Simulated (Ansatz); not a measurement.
**Run report: NiSi2, geometry relaxation (part 1 of 2)**

System: NiSi2 (I4/mmm, 3 atoms in the cell).
Method: DFT, PBE, PAW with Ansatz's default frozen-core files, scalar-relativistic, no spin polarisation (Ansatz 0.2.0).

Its volume is 0.88 times that of the source entry. It belongs to a series of runs on one base structure; here: shape and atoms relaxed at 0.88 of the volume. Figures and captions count atoms from 1; the log counts them from 0 in places.

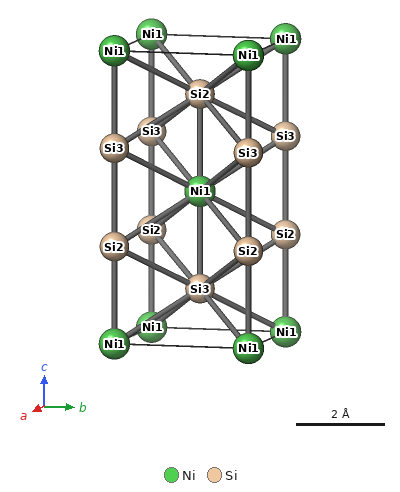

Fig. 1: The structure as given in the input (ball-and-stick view of the cell 2 times as large as that of the calculation, set on its symmetry axes, seen slightly off an axis; atoms are numbered from 1 in the order of the input). Near neighbours in the crystal (not all of them lie inside the picture): Ni has 10 Si at 2.24 to 2.51 Å; Si has 5 Ni at 2.24 to 2.51 Å and 5 Si at 2.26 to 2.50 Å.

### The input
```yaml
crystal:
  lattice:
    - [-1.5870951176, 1.5870951176, 3.3702412784]
    - [1.5870951176, -1.5870951176, 3.3702412784]
    - [1.5870951176, 1.5870951176, -3.3702412784]
  atoms:
    - { symbol: Ni, position: [0.0, 0.0, 0.0] }
    - { symbol: Si, position: [0.3321208056, 0.3321208056, 0.0] }
    - { symbol: Si, position: [-0.3321208056, -0.3321208056, 0.0] }
kpoints:
  mp_grid: { grid: [14, 14, 14] }
scf:
  occupations: { method: fermi_dirac, width: 0.05 }
hamiltonian:
  xc: pbe
  pseudopotentials: { kind: paw }
output:
  forces: true
  stress: true
  write_density: true
  write_potential: true
  elf: true
  volumetric_format: npy
relax:
  f_tol: 0.005
  max_steps: 30
  cell: { stress_tol: 0.06, fix: [volume] }
```

Command:
```bash
ansatz run input.yaml --threads 1 --pin off --max-ram 3072MiB --backend cpu --events-out ev --progress --plain --runs-dir out
```

### The program's output
```
Engine: ansatz 0.2.0, x86_64-unknown-linux-gnu
Pseudopotentials: kind: paw
Pseudopotential: Ni, paw, valence charge 18, recommended cutoff 420 eV (normal), Ni.paw.azcp
Pseudopotential: Si, paw, valence charge 4, recommended cutoff 420 eV (normal), Si.paw.azcp
Functional definition: PBE
  parameter kappa = 0.804
  parameter beta = 0.06672455060314922
  exchange = pbe_x(kappa = kappa, mu = beta*pi^2/3)
  correlation = pbe_c(beta = beta)
Crystal: 3 atoms, lattice volume = 33.957 Å³
Basis set: ecut = 420 eV, 687 PW (Γ), exchange–correlation on 60×60×60 points (8 copies of the dense FFT grid, shifted against one another)
Bands: 17, of which v1, the nominal top of the filled ones, is band 13 counted from 1 (12 counted from 0)
Symmetry: 16 space group operations
Space group: I4/mmm (ITA 139), of the structure as read, at distance tolerance 3.2e-5 Å
k-points: 244 of 2744
Non-local potential: Ni, projectors of the file, l = 0: 3, l = 1: 2, l = 2: 3, l = 3: 1
Non-local potential: Si, projectors of the file, l = 0: 2, l = 1: 2, l = 2: 2
PAW form: soft (Blöchl's): semilocal exchange-correlation on the pseudo side does not see the compensation charge
PAW one-centre angular grid: Ni, 590 points (default); XC on 64 Gauss nodes
PAW one-centre angular grid: Si, 110 points (default); XC on 64 Gauss nodes
Initial density: superposition of atomic densities (neutral atoms: chi_scale 0, normalization atom), corrected by the library's trained network
Initial wavefunctions: pseudopotential atomic-orbital guess
Functional: x = pbe(κ = 0.804, μ = 0.2195149727645171), c = pbe(β = 0.06672455060314922)
SCF iter   1: F=—  HF=-7110.996099 eV  |F-HF|=—  |Δ(HF+E_count)|=         —  Δρ=1.06e-2  dr2=1.56e-2  ethr=1.77e-3  ⟨swp⟩=5.3  Hψ=21505  notcnv=0
preconditioner: auto → Kerker (q_TF=auto, 2.610 Å⁻¹)  [metal: Δε(μ)=0.013 eV  Ē_g=8.312 eV  σ=0.050 eV  W_gap=0.06  n_scr=10 (ndim 8)  ℏωp=27.0 eV  f_vac=0.000  D(μ)=1.52/eV (n_scr^D=14)]
SCF iter   2: F=—  HF=-7110.993533 eV  |F-HF|=—  |Δ(HF+E_count)|=   2.57e-3  Δρ=3.87e-3  dr2=1.68e-3  ethr=6.02e-5  ⟨swp⟩=1.9  Hψ=6705  notcnv=0
SCF iter   3: F=—  HF=-7110.993027 eV  |F-HF|=—  |Δ(HF+E_count)|=   5.06e-4  Δρ=1.08e-3  dr2=2.56e-4  ethr=6.44e-6  ⟨swp⟩=1.4  Hψ=4861  notcnv=0
SCF iter   4: F=—  HF=-7110.992993 eV  |F-HF|=—  |Δ(HF+E_count)|=   3.40e-5  Δρ=2.23e-4  dr2=1.01e-5  ethr=9.85e-7  ⟨swp⟩=2.2  Hψ=6103  notcnv=0
SCF iter   5: F=—  HF=-7110.992994 eV  |F-HF|=—  |Δ(HF+E_count)|=   1.27e-6  Δρ=6.97e-5  dr2=1.16e-6  ethr=3.87e-8  ⟨swp⟩=2.2  Hψ=6193  notcnv=0
SCF iter   6: F=-7110.992994 eV  HF=-7110.992994 eV  |F-HF|=1.91e-8  |Δ(HF+E_count)|=   1.29e-7  Δρ=7.06e-6  dr2=1.13e-8  ethr=3.85e-10  ⟨swp⟩=6.6  Hψ=25987  notcnv=0
SCF 1 converged in 6 iterations: F = -7110.992994 eV  dr2 = 1.13e-8
  greatest PAW one-centre occupation: 1.001 electrons in one spin orbital (limit 2), on the Ni atom at site 0 (counted from 0), in its partial waves of l = 1
relax step   1: F+E_penalty+E_count = -7110.99299389 eV  Δ(F+E_penalty+E_count) = +0.000e0 eV  max|allowed force component| = 2.738e-6 eV/Å  Δτ_max = 0.0000 Å  P = +23.734 GPa  Ω = 33.957 Å³  fix = [volume]  reactions: volume +23.734 GPa  (6 SCF iters, dr2 threshold 1.00e-7 eV, accepted)
Initial density: handed on by an earlier stage of this run
Initial wavefunctions: those handed on with the density
iter 1 solved again at ethr=1.04e-6 eV; its pass at ethr=3.10e-3 eV (dr2=2.70e-4 eV) is discarded
SCF iter   1: F=—  HF=-7110.997094 eV  |F-HF|=—  |Δ(HF+E_count)|=         —  Δρ=1.08e-3  dr2=2.65e-4  ethr=1.04e-6  ⟨swp⟩=2.0  Hψ=24141  notcnv=0
preconditioner: auto → Kerker (q_TF=auto, 2.610 Å⁻¹)  [metal: Δε(μ)=0.027 eV  Ē_g=8.282 eV  σ=0.050 eV  W_gap=0.13  n_scr=10 (ndim 8)  ℏωp=27.0 eV  f_vac=0.000  D(μ)=1.67/eV (n_scr^D=14)]
SCF iter   2: F=—  HF=-7110.997031 eV  |F-HF|=—  |Δ(HF+E_count)|=   6.21e-5  Δρ=5.76e-4  dr2=9.46e-5  ethr=1.02e-6  ⟨swp⟩=1.0  Hψ=4148  notcnv=0
SCF iter   3: F=—  HF=-7110.997000 eV  |F-HF|=—  |Δ(HF+E_count)|=   3.13e-5  Δρ=8.21e-5  dr2=2.50e-6  ethr=3.64e-7  ⟨swp⟩=2.0  Hψ=5093  notcnv=0
iter 4 did not close the SCF: its close was put off for the readings that it lacked (scf_convergence_deferred on its scf_iter line)
SCF iter   4: F=-7110.996999 eV  HF=-7110.996999 eV  |F-HF|=2.39e-7  |Δ(HF+E_count)|=   6.80e-7  Δρ=3.99e-5  dr2=2.75e-7  ethr=9.63e-9  ⟨swp⟩=2.3  Hψ=6225  notcnv=0
iter 5 did not close the SCF: its close was put off for the readings that it lacked (scf_convergence_deferred on its scf_iter line)
SCF iter   5: F=-7110.996999 eV  HF=-7110.996999 eV  |F-HF|=6.38e-9  |Δ(HF+E_count)|=   3.64e-8  Δρ=9.28e-6  dr2=1.98e-8  ethr=1.06e-9  ⟨swp⟩=2.4  Hψ=6392  notcnv=0
SCF iter   6: F=-7110.996999 eV  HF=-7110.996999 eV  |F-HF|=4.38e-10  |Δ(HF+E_count)|=  4.62e-10  Δρ=2.15e-6  dr2=1.18e-9  ethr=7.62e-11  ⟨swp⟩=5.5  Hψ=23482  notcnv=0
SCF 2 converged in 6 iterations: F = -7110.996999 eV  dr2 = 1.18e-9
relax step   2: F+E_penalty+E_count = -7110.99699934 eV  Δ(F+E_penalty+E_count) = -4.005e-3 eV  max|allowed force component| = 1.464e-2 eV/Å  Δτ_max = 0.0001 Å  P = +23.504 GPa  Ω = 33.957 Å³  energy of the carried Pulay correction = -1.235e-5 eV  fix = [volume]  reactions: volume +23.504 GPa  (6 SCF iters, dr2 threshold 3.00e-7 eV, accepted)
iter 1 solved again at ethr=4.70e-6 eV; its pass at ethr=3.10e-3 eV (dr2=1.22e-3 eV) is discarded
SCF iter   1: F=—  HF=-7111.002133 eV  |F-HF|=—  |Δ(HF+E_count)|=         —  Δρ=2.67e-3  dr2=1.18e-3  ethr=4.70e-6  ⟨swp⟩=2.0  Hψ=25802  notcnv=0
preconditioner: auto → Kerker (q_TF=auto, 2.610 Å⁻¹)  [metal: Δε(μ)=0.013 eV  Ē_g=8.260 eV  σ=0.050 eV  W_gap=0.07  n_scr=10 (ndim 8)  ℏωp=27.0 eV  f_vac=0.000  D(μ)=1.87/eV (n_scr^D=14)]
SCF iter   2: F=—  HF=-7111.001848 eV  |F-HF|=—  |Δ(HF+E_count)|=   2.84e-4  Δρ=1.38e-3  dr2=4.30e-4  ethr=4.55e-6  ⟨swp⟩=1.0  Hψ=4148  notcnv=0
SCF iter   3: F=—  HF=-7111.001709 eV  |F-HF|=—  |Δ(HF+E_count)|=   1.40e-4  Δρ=1.88e-4  dr2=1.20e-5  ethr=1.65e-6  ⟨swp⟩=1.5  Hψ=4897  notcnv=0
SCF iter   4: F=—  HF=-7111.001701 eV  |F-HF|=—  |Δ(HF+E_count)|=   7.31e-6  Δρ=5.40e-5  dr2=5.36e-7  ethr=4.63e-8  ⟨swp⟩=2.2  Hψ=5990  notcnv=0
iter 5 did not close the SCF: its close was put off for the readings that it lacked (scf_convergence_deferred on its scf_iter line)
SCF iter   5: F=-7111.001701 eV  HF=-7111.001701 eV  |F-HF|=1.27e-7  |Δ(HF+E_count)|=  6.17e-10  Δρ=2.48e-5  dr2=1.29e-7  ethr=2.06e-9  ⟨swp⟩=2.3  Hψ=6415  notcnv=0
SCF iter   6: F=-7111.001701 eV  HF=-7111.001701 eV  |F-HF|=9.55e-10  |Δ(HF+E_count)|=   1.71e-8  Δρ=3.91e-6  dr2=3.13e-9  ethr=4.97e-10  ⟨swp⟩=6.0  Hψ=26969  notcnv=0
SCF 3 converged in 6 iterations: F = -7111.001701 eV  dr2 = 3.13e-9
relax step   3: F+E_penalty+E_count = -7111.00170124 eV  Δ(F+E_penalty+E_count) = -4.702e-3 eV  max|allowed force component| = 1.877e-2 eV/Å  Δτ_max = 0.0023 Å  P = +23.061 GPa  Ω = 33.957 Å³  energy of the carried Pulay correction = -4.326e-5 eV  fix = [volume]  reactions: volume +23.061 GPa  (6 SCF iters, dr2 threshold 3.00e-7 eV, accepted)
iter 1 solved again at ethr=3.47e-7 eV; its pass at ethr=3.10e-3 eV (dr2=9.02e-5 eV) is discarded
SCF iter   1: F=—  HF=-7111.001906 eV  |F-HF|=—  |Δ(HF+E_count)|=         —  Δρ=6.26e-4  dr2=9.26e-5  ethr=3.47e-7  ⟨swp⟩=2.0  Hψ=23743  notcnv=0
preconditioner: auto → Kerker (q_TF=auto, 2.610 Å⁻¹)  [metal: Δε(μ)=0.006 eV  Ē_g=8.258 eV  σ=0.050 eV  W_gap=0.03  n_scr=10 (ndim 8)  ℏωp=27.0 eV  f_vac=0.000  D(μ)=1.88/eV (n_scr^D=14)]
SCF iter   2: F=—  HF=-7111.001878 eV  |F-HF|=—  |Δ(HF+E_count)|=   2.71e-5  Δρ=3.26e-4  dr2=3.35e-5  ethr=3.47e-7  ⟨swp⟩=1.0  Hψ=4148  notcnv=0
SCF iter   3: F=—  HF=-7111.001867 eV  |F-HF|=—  |Δ(HF+E_count)|=   1.15e-5  Δρ=7.02e-5  dr2=1.20e-6  ethr=1.29e-7  ⟨swp⟩=2.2  Hψ=5392  notcnv=0
iter 4 did not close the SCF: its close was put off for the readings that it lacked (scf_convergence_deferred on its scf_iter line)
SCF iter   4: F=-7111.001866 eV  HF=-7111.001867 eV  |F-HF|=1.63e-7  |Δ(HF+E_count)|=   3.63e-7  Δρ=2.71e-5  dr2=1.87e-7  ethr=4.61e-9  ⟨swp⟩=2.4  Hψ=6674  notcnv=0
iter 5 did not close the SCF: its close was put off for the readings that it lacked (scf_convergence_deferred on its scf_iter line)
SCF iter   5: F=-7111.001867 eV  HF=-7111.001867 eV  |F-HF|=3.20e-9  |Δ(HF+E_count)|=   2.38e-8  Δρ=5.95e-6  dr2=9.00e-9  ethr=7.21e-10  ⟨swp⟩=1.7  Hψ=5412  notcnv=0
SCF iter   6: F=-7111.001867 eV  HF=-7111.001867 eV  |F-HF|=1.11e-10  |Δ(HF+E_count)|=  2.78e-10  Δρ=1.43e-6  dr2=3.86e-10  ethr=3.46e-11  ⟨swp⟩=5.5  Hψ=24130  notcnv=0
SCF 4 converged in 6 iterations: F = -7111.001867 eV  dr2 = 3.86e-10
relax step   4: F+E_penalty+E_count = -7111.00186661 eV  Δ(F+E_penalty+E_count) = -1.654e-4 eV  max|allowed force component| = 1.452e-2 eV/Å  Δτ_max = 0.0009 Å  P = +22.987 GPa  Ω = 33.957 Å³  energy of the carried Pulay correction = -4.979e-5 eV  fix = [volume]  reactions: volume +22.987 GPa  (6 SCF iters, dr2 threshold 3.00e-7 eV, accepted)
iter 1 solved again at ethr=1.39e-8 eV; its pass at ethr=3.10e-3 eV (dr2=3.62e-6 eV) is discarded
SCF iter   1: F=—  HF=-7111.001882 eV  |F-HF|=—  |Δ(HF+E_count)|=         —  Δρ=1.17e-4  dr2=3.98e-6  ethr=1.39e-8  ⟨swp⟩=2.0  Hψ=23747  notcnv=0
preconditioner: auto → Kerker (q_TF=auto, 2.610 Å⁻¹)  [metal: Δε(μ)=0.003 eV  Ē_g=8.257 eV  σ=0.050 eV  W_gap=0.01  n_scr=10 (ndim 8)  ℏωp=27.0 eV  f_vac=0.000  D(μ)=1.88/eV (n_scr^D=14)]
SCF iter   2: F=—  HF=-7111.001876 eV  |F-HF|=—  |Δ(HF+E_count)|=   5.88e-6  Δρ=6.10e-5  dr2=1.45e-6  ethr=1.39e-8  ⟨swp⟩=1.0  Hψ=4149  notcnv=0
SCF iter   3: F=—  HF=-7111.001875 eV  |F-HF|=—  |Δ(HF+E_count)|=   5.31e-7  Δρ=1.05e-5  dr2=4.54e-8  ethr=5.58e-9  ⟨swp⟩=2.1  Hψ=5847  notcnv=0
iter 4 did not close the SCF: its close was put off for the readings that it lacked (scf_convergence_deferred on its scf_iter line)
SCF iter   4: F=-7111.001875 eV  HF=-7111.001875 eV  |F-HF|=5.18e-9  |Δ(HF+E_count)|=   1.38e-8  Δρ=5.27e-6  dr2=6.11e-9  ethr=1.75e-10  ⟨swp⟩=2.1  Hψ=6106  notcnv=0
iter 5 did not close the SCF: its close was put off for the readings that it lacked (scf_convergence_deferred on its scf_iter line)
SCF iter   5: F=-7111.001875 eV  HF=-7111.001875 eV  |F-HF|=6.55e-11  |Δ(HF+E_count)|=  6.40e-10  Δρ=1.07e-6  dr2=2.95e-10  ethr=2.35e-11  ⟨swp⟩=2.4  Hψ=6999  notcnv=0
SCF iter   6: F=-7111.001875 eV  HF=-7111.001875 eV  |F-HF|=3.64e-12  |Δ(HF+E_count)|=  2.82e-11  Δρ=2.30e-7  dr2=1.29e-11  ethr=1.13e-12  ⟨swp⟩=4.4  Hψ=21425  notcnv=0
SCF 5 converged in 6 iterations: F = -7111.001875 eV  dr2 = 1.29e-11
relax step   5: F+E_penalty+E_count = -7111.00187523 eV  Δ(F+E_penalty+E_count) = -8.626e-6 eV  max|allowed force component| = 3.160e-3 eV/Å  Δτ_max = 0.0007 Å  P = +22.975 GPa  Ω = 33.957 Å³  energy of the carried Pulay correction = -5.086e-5 eV  fix = [volume]  reactions: volume +22.975 GPa  (6 SCF iters, accepted)
Initial wavefunctions: pseudopotential atomic-orbital guess (no wavefunctions were taken with the density)
iter 1 solved again at ethr=3.94e-7 eV; its pass at ethr=3.10e-3 eV (dr2=1.02e-4 eV) is discarded
SCF iter   1: F=—  HF=-7111.001886 eV  |F-HF|=—  |Δ(HF+E_count)|=         —  Δρ=3.10e-4  dr2=6.83e-7  ethr=3.94e-7  ⟨swp⟩=2.8  Hψ=31094  notcnv=0
preconditioner: auto → Kerker (q_TF=auto, 2.610 Å⁻¹)  [metal: Δε(μ)=0.003 eV  Ē_g=8.257 eV  σ=0.050 eV  W_gap=0.02  n_scr=10 (ndim 8)  ℏωp=27.0 eV  f_vac=0.000  D(μ)=1.88/eV (n_scr^D=14)]
SCF iter   2: F=—  HF=-7111.001922 eV  |F-HF|=—  |Δ(HF+E_count)|=   3.61e-5  Δρ=1.57e-4  dr2=1.76e-7  ethr=2.63e-9  ⟨swp⟩=1.6  Hψ=4567  notcnv=0
SCF iter   3: F=—  HF=-7111.001937 eV  |F-HF|=—  |Δ(HF+E_count)|=   1.44e-5  Δρ=1.53e-6  dr2=3.28e-10  ethr=6.78e-10  ⟨swp⟩=1.0  Hψ=4148  notcnv=0
iter 4 did not close the SCF: its close was put off for the readings that it lacked (scf_convergence_deferred on its scf_iter line)
SCF iter   4: F=-7111.001937 eV  HF=-7111.001937 eV  |F-HF|=2.00e-11  |Δ(HF+E_count)|=  6.28e-11  Δρ=4.44e-7  dr2=2.94e-11  ethr=1.26e-12  ⟨swp⟩=2.0  Hψ=7292  notcnv=0
iter 5 did not close the SCF: its close was put off for the readings that it lacked (scf_convergence_deferred on its scf_iter line)
SCF iter   5: F=-7111.001937 eV  HF=-7111.001937 eV  |F-HF|=9.09e-13  |Δ(HF+E_count)|=  2.73e-12  Δρ=6.37e-8  dr2=1.07e-12  ethr=1.00e-12  ⟨swp⟩=1.0  Hψ=4148  notcnv=0
iter 6 did not close the SCF: its close was put off for the readings that it lacked (scf_convergence_deferred on its scf_iter line)
SCF iter   6: F=-7111.001937 eV  HF=-7111.001937 eV  |F-HF|=1.82e-12  |Δ(HF+E_count)|=  9.09e-13  Δρ=3.06e-8  dr2=2.96e-13  ethr=1.00e-12  ⟨swp⟩=1.0  Hψ=4148  notcnv=0
iter 7 did not close the SCF: its close was put off for the readings that it lacked (scf_convergence_deferred on its scf_iter line)
SCF iter   7: F=-7111.001937 eV  HF=-7111.001937 eV  |F-HF|=4.55e-12  |Δ(HF+E_count)|=  3.64e-12  Δρ=6.18e-9  dr2=9.09e-15  ethr=1.00e-12  ⟨swp⟩=1.0  Hψ=4148  notcnv=0
SCF iter   8: F=-7111.001937 eV  HF=-7111.001937 eV  |F-HF|=2.73e-12  |Δ(HF+E_count)|=  1.82e-12  Δρ=1.36e-9  dr2=3.63e-16  ethr=1.00e-12  ⟨swp⟩=2.9  Hψ=13451  notcnv=0
SCF 6 converged in 8 iterations: F = -7111.001937 eV  dr2 = 3.63e-16
relax step   6: F+E_penalty+E_count = -7111.00193655 eV  Δ(F+E_penalty+E_count) = -6.132e-5 eV  max|allowed force component| = 3.186e-3 eV/Å  Δτ_max = 0.0000 Å  P = +22.975 GPa  Ω = 33.957 Å³  fix = [volume]  reactions: volume +22.975 GPa  stress off target by 1.87e-3 GPa on what of the cell is left free  SCF on the basis re-selected at this cell (its energy is not comparable with the rows above)  (8 SCF iters)
```

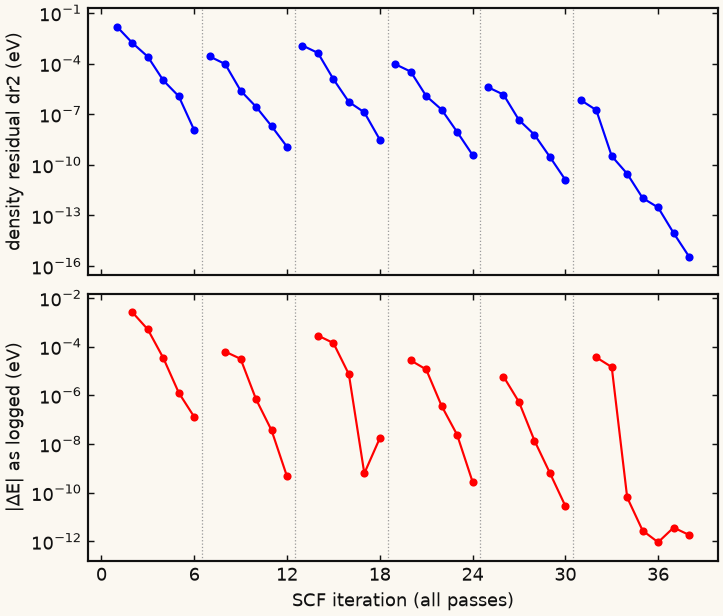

Fig. 2: Convergence of the self-consistent field: density residual dr2 and size of the energy change against the SCF iteration. The dotted lines part the SCF passes of the relaxation: geometry steps, rejected trials and re-solves on a re-selected basis. The 6 passes take 6 to 8 iterations each, 38 in all.

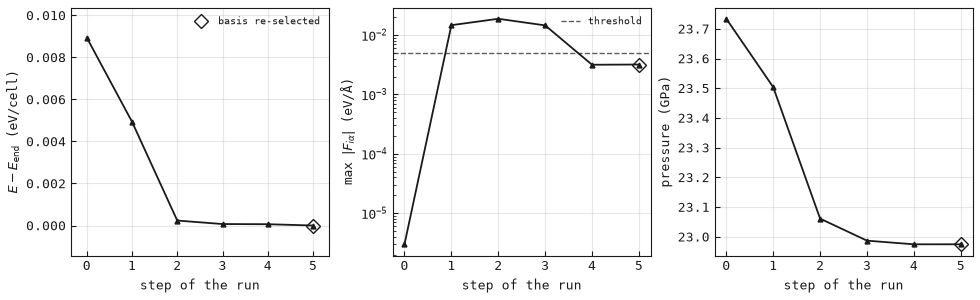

Fig. 3: Progress of the relaxation, step by step (the first geometry is step 0 here and step 1 in the log).
